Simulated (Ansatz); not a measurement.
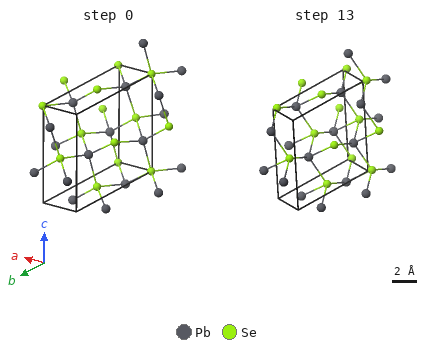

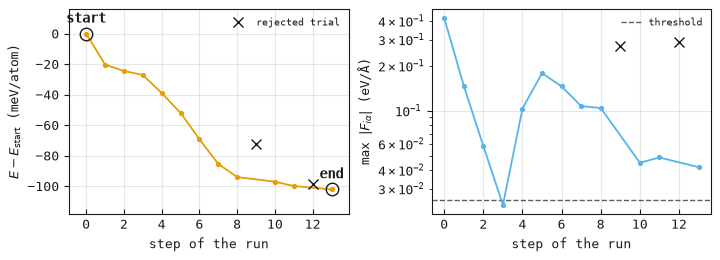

First and last geometry of a relaxation of solid PbSe (a generated structure, set up in P1) (coarse preliminary run), with the history of the run. The picture is a ball-and-stick view of the cell of the calculation, seen from a free direction.

These are results of Ansatz 0.2.0, DFT PBE, scalar-relativistic, plane waves, PAW, not measurements. (plane-wave cutoff 420 eV; k-point mesh 4 × 2 × 2; occupations gaussian; smearing width 0.1 eV; no spin polarisation; cell and atoms relaxed; force threshold 0.025 eV/Å; at most 60 steps)

Did the run converge, and what did it change?

Answer. The run was cut off at its time limit before the relaxation converged, so the last structure is only a point on the way. Over 11 accepted moves (13 points after the start) the energy falls by 102 meV per atom. Largest force component: 0.42 eV/Å at the start, 0.042 eV/Å at the end. Pressure: −1.07 GPa at the start and −0.09 GPa at the end. The line search rejected the trial steps at points 9, 12 of the run. The largest moves relative to the cell, 0.43 Å, are those of Pb and Se atoms. Largest moves by element: Pb 0.43 Å, Se 0.43 Å. Cell: a 4.904 → 4.214 Å (−14.1 %), b 8.631 → 9.132 Å (+5.8 %), c 8.497 → 7.788 Å (−8.3 %), α 107.3° → 102.4°, β 90.3° → 83.7°, γ 92.7° → 114.0°. Volume −22.0 %. Some distances before and after: Pb–Se 3.126 → 2.998 Å, Pb–Se 3.052 → 2.938 Å, Pb–Se 3.091 → 3.190 Å, Pb–Se 2.987 → 2.898 Å. Bond angles that change, for instance: Se–Pb–Se 106.5° → 136.3°, Pb–Se–Pb 108.5° → 136.4°, Pb–Se–Pb 110.0° → 137.3°. The space group stays P1 (No. 1). Cost: 5.4 min on 1 thread of Arm Neoverse V2, on a shared host, peak memory 0.59 GiB.
